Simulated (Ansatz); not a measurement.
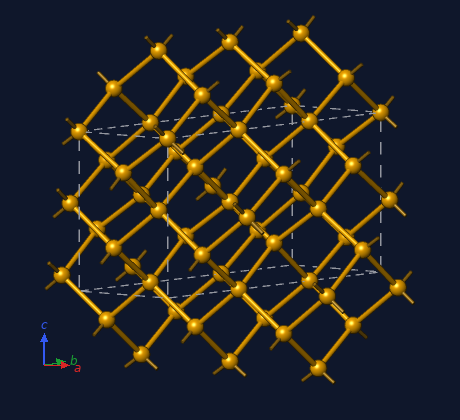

The net above was derived from one of the structures below (computed or model cells, partly hypothetical) by pruning terminal atoms and folding two-connected atoms into edges (only the bonds listed count; of a layer or chain structure one layer or chain is shown).

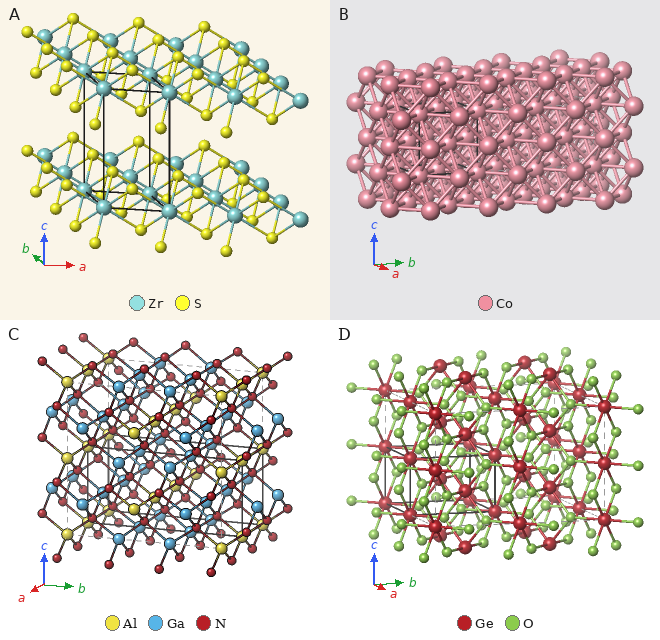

A: ZrS₂ (bonds: S–Zr below 2.9 Å)
B: Co (bonds: Co–Co below 2.8 Å)
C: AlGa₂N₃ (bonds: Al–N below 2.2 Å and Ga–N below 2.2 Å)
D: GeO2 (bonds: Ge–O below 2.2 Å)
All are geometries used in or obtained from electronic-structure calculations.

**Which structure gives this net?**

C, AlGa₂N₃: a uninodal 4-connected, three-periodic net; Al, Ga and N are 4-connected nodes. It is the dia net, known from diamond, zinc blende and cristobalite. The others give a binodal (3,6)-connected, two-periodic (layers) net (A), a uninodal 12-connected, three-periodic net (B) and a binodal (3,6)-connected, three-periodic net (D).
